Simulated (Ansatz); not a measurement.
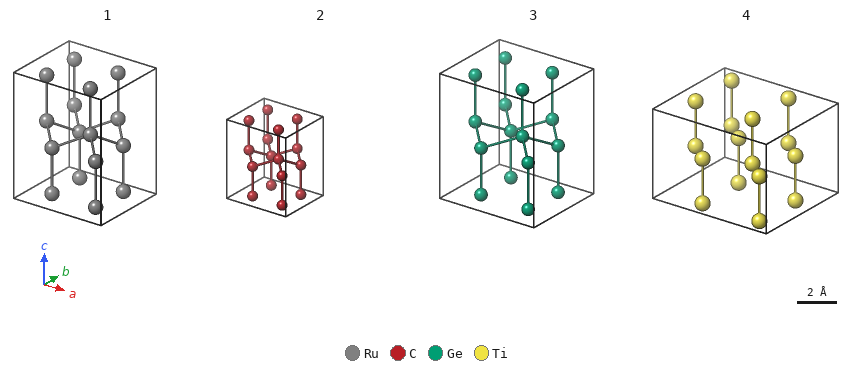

One structure type (space group P6_3/mmc for the parent) with different elements on its sites, each relaxed in cell and atoms to zero pressure (within 0.1 GPa). Style: ball-and-stick. Shown: the cell of the calculation, repeated to show the pattern, slightly off an axis.

Computed with Ansatz, DFT r2SCAN, scalar-relativistic, plane waves, PAW. Settings: plane-wave cutoff 500 eV; occupations gaussian; no spin polarisation. The k-mesh is chosen for each cell (12×12×6, 12×12×10). Smearing widths differ between the runs.

Q: Give the formulas, and rank the crystals by volume per atom, smallest first.

A: 2 = C (5.7 Å³), 1 = Ru (19.8 Å³), 3 = Ge (22.8 Å³), 4 = Ti (23.8 Å³).

Q: Which have a band gap?

A: Ru: metallic; C: 3.59 eV; Ge: 0.10 eV; Ti: metallic.
